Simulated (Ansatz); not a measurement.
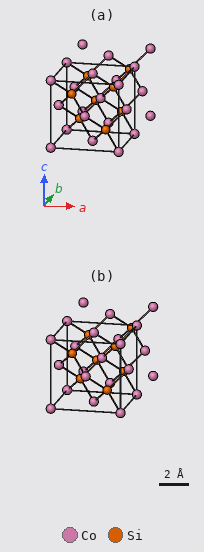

The structure of crystalline CoSi (built on the zinc blende type) (coarse preliminary run) before (top) and after (bottom) a relaxation, at one scale.

The picture is a ball-and-stick view of the conventional cell (4 times the calculation's cell), repeated 1 × 2 × 1 with one cell outlined, seen slightly off an axis. Lengths and directions refer to the drawn axes.

Method: DFT PBE, scalar-relativistic, plane waves, PAW (Ansatz 0.2.0). Set-up: plane-wave cutoff 420 eV; k-point mesh 8 × 8 × 8; occupations gaussian; smearing width 0.1 eV; no spin polarisation; cell and atoms relaxed; force threshold 0.05 eV/Å; at most 80 steps.

What changed between the two?

Answer. The atoms keep their places relative to the cell (all moves are under 0.005 Å). Cell: a = b = c 4.951 → 5.087 Å (+2.8 %). Volume +8.5 %. Some distances before and after: Co–Si 2.144 → 2.203 Å. The space group stays F-43m (No. 216). After 3 accepted moves (5 points after the start) the energy has fallen by 39.8 meV per atom. All forces vanish by symmetry, so only the cell relaxes. Pressure: 10.56 GPa at the start and 0.04 GPa at the end. The SCF was repeated twice at an unchanged geometry on a basis and grid sized afresh for the cell, which shifted the energy by 0.9 meV per atom at most.
